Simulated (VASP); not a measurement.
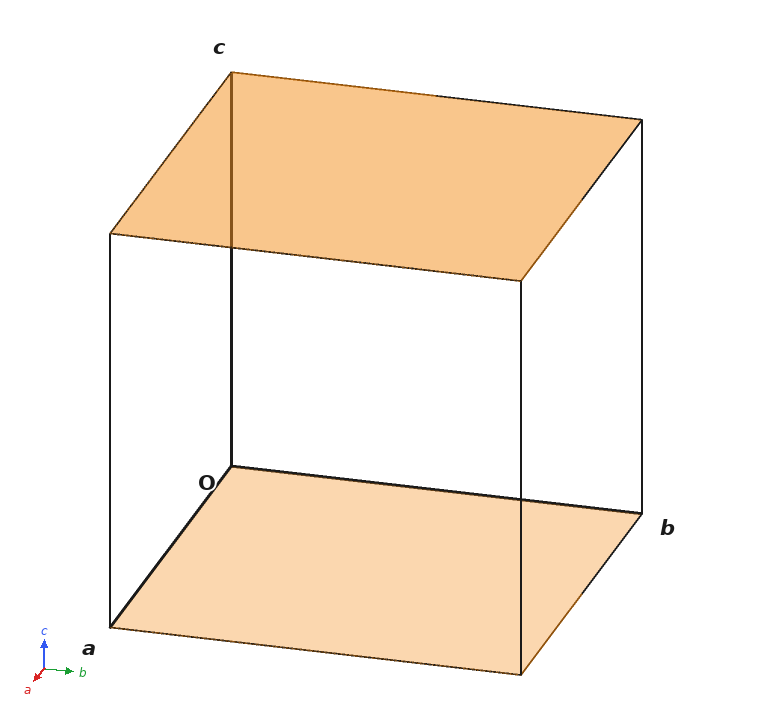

Crystal: HfN, an entry of the Crystallography Open Database, as set up for an electronic-structure calculation. Every member of one family of equally spaced planes, hx + ky + lz = a whole number, that cuts the unit cell is shaded (one member passes through the origin O). All values are computed from the atomic coordinates in the standard setting (tolerance 0.002 Å).

a = 4.512 Å, b = 4.512 Å, c = 4.512 Å, α = 90.00°, β = 90.00°, γ = 90.00°.

Q: Index the planes.

A: (0 0 1); the opposite sign names the same planes. The member next to the origin meets the axes a never, b never, c at 1.

Q: What is the spacing?

A: d = 4.512 Å.
